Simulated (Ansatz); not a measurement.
**Hf₂N: a changed input and its effect**

System: Hf₂N (P4₂/mnm, 6 atoms in the cell).
Method of run 1: DFT PBEsol, scalar-relativistic, plane waves, PAW, PAW set soft_1, no spin polarisation (Ansatz 0.2.0).

The structure derives from a Materials Project entry. Text and figures count atoms from 1; the logs count them from 0 in places.

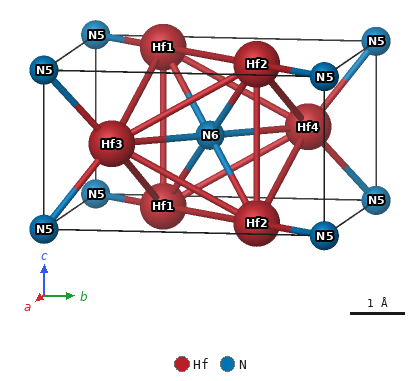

Fig. 1: The input geometry (ball-and-stick view of the cell of the calculation, seen slightly off an axis; atoms are numbered from 1 in the order of the input).

### Input, run 1
```yaml
crystal:
  lattice:
    - [5.3652393017, 0.0, 0.0]
    - [0.0, 5.3652393017, 0.0]
    - [0.0, 0.0, 3.0179471072]
  atoms:
    - { symbol: Hf, position: [0.2954631013, 0.2954631013, 0.0] }
    - { symbol: Hf, position: [0.7045368987, 0.7045368987, 0.0] }
    - { symbol: Hf, position: [0.7954631013, 0.2045368987, 0.5] }
    - { symbol: Hf, position: [0.2045368987, 0.7954631013, 0.5] }
    - { symbol: "N", position: [0.0, 0.0, 0.0] }
    - { symbol: "N", position: [0.5, 0.5, 0.5] }
basis:
  ecutwfc: 520.0
kpoints:
  mp_grid: { grid: [8, 8, 14] }
hamiltonian:
  xc: pbesol
  pseudopotentials: { kind: paw, azcp: { folder: soft_1 } }
scf:
  occupations: { method: gaussian, width: 0.15 }
output:
  forces: true
  stress: true
  eigenvalues: true
```

Launched with:
```bash
ansatz run input.yaml --threads 4 --pin off --max-ram 8192MiB --backend cpu --events-out ev --progress --plain --runs-dir out
```

Hardware: 4 threads of Arm Neoverse V2, 24 GiB of memory available, shared host.

### Output, shortened to warnings, some set-up lines, iterations and results (run 1)
```
Warning: [file] the record states the generating functional pbe (its physics header spells it `PBE`), which answers neither for hamiltonian.xc's functional nor for the pbesol family's — results may be inconsistent (PPs are generated against a specific XC)
Warning: [file] the record states the generating functional pbe (its physics header spells it `PBE`), which answers neither for hamiltonian.xc's functional nor for the pbesol family's — results may be inconsistent (PPs are generated against a specific XC)
Basis set: ecut = 520 eV, 2315 PW (Γ), exchange–correlation on 80×80×48 points (8 copies of the dense FFT grid, shifted against one another)
Symmetry: 16 space group operations
k-points: 120 of 896
Initial density: superposition of atomic densities (chi_scale 0.1, normalization cell, long waves kept (reshape's long-wave potential 0.00 eV rms))
[...]
SCF iter   1: F=—  HF=-63159.806913 eV  |F-HF|=—  |Δ(HF+E_count)|=         —  Δρ=4.01e-2  dr2=7.62e-1  ethr=3.10e-3  ⟨swp⟩=5.3  Hψ=25489  notcnv=0  defer=62
SCF iter   2: F=—  HF=-63159.753236 eV  |F-HF|=—  |Δ(HF+E_count)|=   5.37e-2  Δρ=2.19e-2  dr2=2.83e-1  ethr=6.68e-4  ⟨swp⟩=1.9  Hψ=10485  notcnv=0  defer=376
SCF iter   3: F=—  HF=-63159.769003 eV  |F-HF|=—  |Δ(HF+E_count)|=   1.58e-2  Δρ=7.23e-3  dr2=6.11e-2  ethr=2.48e-4  ⟨swp⟩=2.0  Hψ=13242  notcnv=0  defer=376
SCF iter   4: F=—  HF=-63159.714274 eV  |F-HF|=—  |Δ(HF+E_count)|=   5.47e-2  Δρ=3.78e-3  dr2=1.68e-2  ethr=5.36e-5  ⟨swp⟩=2.0  Hψ=14542  notcnv=0  defer=376
SCF iter   5: F=—  HF=-63159.710331 eV  |F-HF|=—  |Δ(HF+E_count)|=   3.94e-3  Δρ=1.65e-3  dr2=2.51e-3  ethr=1.47e-5  ⟨swp⟩=2.0  Hψ=8603  notcnv=0  defer=376
SCF iter   6: F=—  HF=-63159.709330 eV  |F-HF|=—  |Δ(HF+E_count)|=   1.00e-3  Δρ=4.45e-4  dr2=2.72e-4  ethr=2.20e-6  ⟨swp⟩=2.0  Hψ=13015  notcnv=0  defer=415
SCF iter   7: F=—  HF=-63159.709223 eV  |F-HF|=—  |Δ(HF+E_count)|=   1.07e-4  Δρ=1.49e-4  dr2=2.06e-5  ethr=2.39e-7  ⟨swp⟩=2.0  Hψ=14670  notcnv=0  defer=438
SCF iter   8: F=—  HF=-63159.709280 eV  |F-HF|=—  |Δ(HF+E_count)|=   5.67e-5  Δρ=3.98e-5  dr2=1.43e-6  ethr=1.81e-8  ⟨swp⟩=2.1  Hψ=14351  notcnv=0  defer=564
SCF iter   9: F=—  HF=-63159.709280 eV  |F-HF|=—  |Δ(HF+E_count)|=   2.22e-7  Δρ=7.93e-6  dr2=3.97e-8  ethr=8.77e-11  ⟨swp⟩=10.1  Hψ=44162  notcnv=0
SCF iter  10: F=-63159.709279 eV  HF=-63159.709280 eV  |F-HF|=9.09e-9  |Δ(HF+E_count)|=   6.74e-8  Δρ=4.07e-6  dr2=6.22e-9  ethr=3.48e-11  ⟨swp⟩=4.3  Hψ=30067  notcnv=0
SCF 1 converged in 10 iterations: F = -63159.709279 eV  dr2 = 6.22e-9
SCF converged after 10 iterations
Free energy (F): -63159.709279 eV
Harris-Foulkes:  -63159.709280 eV  (|F-HF|=9.09e-9)
Internal energy: -63159.683684 eV  (E = F + TS)
E sigma→0 (E₀):  -63159.696482 eV
Entropy (-TS):   -0.025596 eV (-4.266 meV/atom)
Fermi energy:    20.299082 eV
--- Per-component energies (eV) ---
  E_band       = 322.674450
  E_kinetic    = 1909.304653
  E_local      = -24390.510715  (includes V_loc(G=0)·N_el)
  E_nonlocal   = 338.683408
  E_hartree    = 11971.743280
  E_xc         = -1182.647441
  E_vxc        = -1177.286556  (∫ρ·V_xc dr)
  E_paw        = -30557.696394  (= ΣΔE_a)
  E_vpaw       = -300.999712  (= ΣTr[D̂ρ^β])
  E_aug_tail   = 0.000237  (compensation charges beyond the density's cutoff)
  E_ewald      = -21253.621133
  E_core_change = 5.060422  (= ΣΔE_core)
  E_smearing   = -0.025596  (= −TS)
  E_closure    = 0.000000  (closes the sum)
  Σ components = -63159.709279   (vs F -63159.709279, Δ=0.00e0)
--- Forces (eV/Å), atoms counted from 1 ---
  atom   1  Hf    -0.06752926    -0.06752926     0.00000000
  atom   2  Hf     0.06752926     0.06752926     0.00000000
  atom   3  Hf    -0.06752926     0.06752926     0.00000000
  atom   4  Hf     0.06752926    -0.06752926     0.00000000
  atom   5  N      0.00000000     0.00000000     0.00000000
  atom   6  N      0.00000000    -0.00000000     0.00000000
  max |Σ_I F_I| component: 4.16e-17 eV/Å
--- Stress (GPa, compression-positive) ---
        1.202401       0.000000       0.000000
        0.000000       1.202401       0.000000
        0.000000       0.000000      29.576947
  P = ⅓ Tr σ = 10.6606 GPa (106.606 kbar)
```

The input of run 2 differs as follows (lines with − go, lines with + come):
```diff
-    - [5.3652393017, 0.0, 0.0]
-    - [0.0, 5.3652393017, 0.0]
-    - [0.0, 0.0, 3.0179471072]
+    - [5.104305226, 0.0, 0.0]
+    - [0.0, 5.104305226, 0.0]
+    - [0.0, 0.0, 3.1952950715]
```

Predict how the results change.

With the same functional and potentials, run 2 lies 7.0 meV per atom lower. The pressure goes from 10.66 to 20.30 GPa. The largest force goes from 0.096 to 0.146 eV/Å. The volume per atom goes from 14.48 to 13.88 Å³. The SCF takes 9 iterations against 10. The plane waves at Γ go from 2315 to 2231.

### Output, shortened to warnings, some set-up lines, iterations and results (run 2)
```
Warning: [file] the record states the generating functional pbe (its physics header spells it `PBE`), which answers neither for hamiltonian.xc's functional nor for the pbesol family's — results may be inconsistent (PPs are generated against a specific XC)
Warning: [file] the record states the generating functional pbe (its physics header spells it `PBE`), which answers neither for hamiltonian.xc's functional nor for the pbesol family's — results may be inconsistent (PPs are generated against a specific XC)
Basis set: ecut = 520 eV, 2231 PW (Γ), exchange–correlation on 80×80×48 points (8 copies of the dense FFT grid, shifted against one another)
Symmetry: 16 space group operations
k-points: 120 of 896
Initial density: superposition of atomic densities (chi_scale 0.1, normalization cell, long waves kept (reshape's long-wave potential 0.00 eV rms))
[...]
SCF iter   1: F=—  HF=-63159.804094 eV  |F-HF|=—  |Δ(HF+E_count)|=         —  Δρ=3.89e-2  dr2=6.14e-1  ethr=3.10e-3  ⟨swp⟩=5.3  Hψ=25945  notcnv=0  defer=86
SCF iter   2: F=—  HF=-63159.779048 eV  |F-HF|=—  |Δ(HF+E_count)|=   2.50e-2  Δρ=2.20e-2  dr2=2.47e-1  ethr=5.38e-4  ⟨swp⟩=2.9  Hψ=16755  notcnv=0  defer=301
SCF iter   3: F=—  HF=-63159.794016 eV  |F-HF|=—  |Δ(HF+E_count)|=   1.50e-2  Δρ=6.34e-3  dr2=4.42e-2  ethr=2.17e-4  ⟨swp⟩=2.0  Hψ=12641  notcnv=0  defer=301
SCF iter   4: F=—  HF=-63159.754443 eV  |F-HF|=—  |Δ(HF+E_count)|=   3.96e-2  Δρ=3.56e-3  dr2=1.01e-2  ethr=3.87e-5  ⟨swp⟩=2.0  Hψ=14600  notcnv=0  defer=301
SCF iter   5: F=—  HF=-63159.751877 eV  |F-HF|=—  |Δ(HF+E_count)|=   2.57e-3  Δρ=1.21e-3  dr2=9.58e-4  ethr=8.85e-6  ⟨swp⟩=2.0  Hψ=8751  notcnv=0  defer=301
SCF iter   6: F=—  HF=-63159.751544 eV  |F-HF|=—  |Δ(HF+E_count)|=   3.33e-4  Δρ=3.18e-4  dr2=1.32e-4  ethr=8.41e-7  ⟨swp⟩=2.0  Hψ=12976  notcnv=0  defer=360
SCF iter   7: F=—  HF=-63159.751531 eV  |F-HF|=—  |Δ(HF+E_count)|=   1.31e-5  Δρ=9.06e-5  dr2=7.63e-6  ethr=1.16e-7  ⟨swp⟩=2.0  Hψ=14553  notcnv=0  defer=360
SCF iter   8: F=—  HF=-63159.751538 eV  |F-HF|=—  |Δ(HF+E_count)|=   7.38e-6  Δρ=2.36e-5  dr2=3.72e-7  ethr=6.69e-9  ⟨swp⟩=2.0  Hψ=14131  notcnv=0  defer=535
SCF iter   9: F=-63159.751538 eV  HF=-63159.751538 eV  |F-HF|=4.22e-8  |Δ(HF+E_count)|=   3.06e-8  Δρ=6.45e-6  dr2=2.23e-8  ethr=8.77e-11  ⟨swp⟩=10.8  Hψ=44943  notcnv=0
SCF 1 converged in 9 iterations: F = -63159.751538 eV  dr2 = 2.23e-8
SCF converged after 9 iterations
Free energy (F): -63159.751538 eV
Harris-Foulkes:  -63159.751538 eV  (|F-HF|=4.22e-8)
Internal energy: -63159.724055 eV  (E = F + TS)
E sigma→0 (E₀):  -63159.737797 eV
Entropy (-TS):   -0.027483 eV (-4.581 meV/atom)
Fermi energy:    21.257513 eV
--- Per-component energies (eV) ---
  E_band       = 438.813229
  E_kinetic    = 1919.093632
  E_local      = -23838.031573  (includes V_loc(G=0)·N_el)
  E_nonlocal   = 339.841284
  E_hartree    = 11753.039857
  E_xc         = -1186.004290
  E_vxc        = -1181.689093  (∫ρ·V_xc dr)
  E_paw        = -30560.371845  (= ΣΔE_a)
  E_vpaw       = -306.469924  (= ΣTr[D̂ρ^β])
  E_aug_tail   = 0.000208  (compensation charges beyond the density's cutoff)
  E_ewald      = -21592.351750
  E_core_change = 5.060422  (= ΣΔE_core)
  E_smearing   = -0.027483  (= −TS)
  E_closure    = 0.000000  (closes the sum)
  Σ components = -63159.751538   (vs F -63159.751538, Δ=0.00e0)
--- Forces (eV/Å), atoms counted from 1 ---
  atom   1  Hf    -0.10307579    -0.10307579     0.00000000
  atom   2  Hf     0.10307579     0.10307579     0.00000000
  atom   3  Hf    -0.10307579     0.10307579     0.00000000
  atom   4  Hf     0.10307579    -0.10307579     0.00000000
  atom   5  N      0.00000000     0.00000000     0.00000000
  atom   6  N      0.00000000     0.00000000     0.00000000
  max |Σ_I F_I| component: 9.71e-17 eV/Å
--- Stress (GPa, compression-positive) ---
       23.067599       0.000000       0.000000
        0.000000      23.067599       0.000000
        0.000000       0.000000      14.751413
  P = ⅓ Tr σ = 20.2955 GPa (202.955 kbar)
```

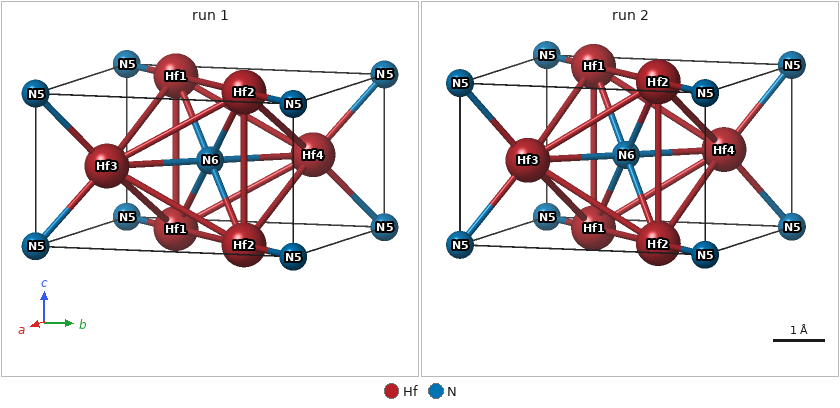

Fig. 2: The two input geometries at one scale (ball-and-stick view of the cell of the calculation, seen slightly off an axis). No atom moves by more than 0.005 Å relative to the cell. The volume changes by −4.2 %, with a = b 5.365 → 5.104 Å (−4.9 %), c 3.018 → 3.195 Å (+5.9 %). Among the contacts that change: Hf1–Hf1 3.018 → 3.195 Å, Hf1–Hf2 3.104 → 2.953 Å, Hf1–N5 2.242 → 2.133 Å, Hf1–Hf3 3.116 → 3.047 Å.

### The two runs side by side

```csv
quantity,run 1,run 2
outcome,converged,converged
free energy per atom (eV),−10526.6182,−10526.6253
"energy per atom, smearing taken to zero (eV)",−10526.6161,−10526.6230
gap on the mesh (eV),0.00,0.00
pressure (GPa),10.66,20.30
volume per atom (Å³),14.48,13.88
largest force (eV/Å),0.096,0.146
SCF iterations,10,9
irreducible k-points,120,120
plane waves at Γ,2315,2231
wall time (shared host),14 s,13 s
```

For both runs: Warnings: the PAW datasets were made with another functional. Spin–orbit coupling is left out, which matters for Hf. For run 2: The cell is under a pressure of 20 GPa at this level, so it is not at its equilibrium volume.
